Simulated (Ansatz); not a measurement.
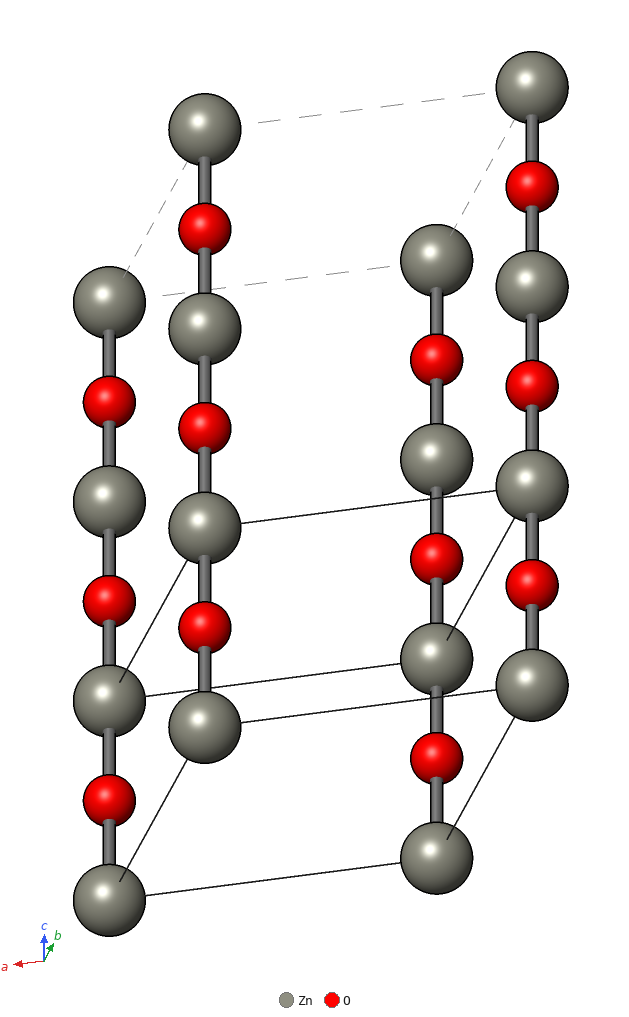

We look at a ball-and-stick model of the crystal from a general direction. Solid lines give the conventional unit cell, repeated here 1×1×3 times.

ZnO, space group P6/mmm (No. 191), a = 4.93 Å, b = 4.93 Å, c = 3.46 Å, α = 90.00°, β = 90.00°, γ = 120.00°.

Computational set-up: DFT PBE, scalar-relativistic, plane waves, PAW (Ansatz 0.2.0), a basis cut at 420 eV, k-grid 6×6×8, Gaussian smearing of 0.02 eV, no spin polarisation.

### Is the electronic structure metallic or gapped?

A semiconductor at this level, with a gap of 1.80 eV, indirect; the smallest direct gap is 3.29 eV.

### State the hydrostatic pressure.

The computed pressure is 0.0 GPa, close to zero.

Source of the structure: a random cell made by a generator, so it need not be a real form of the compound. Earlier steps of the study, as a rule a relaxation of our own, may have changed the cell and positions, so they can lie some per cent off the listed ones. A calculation with Ansatz used it as input.
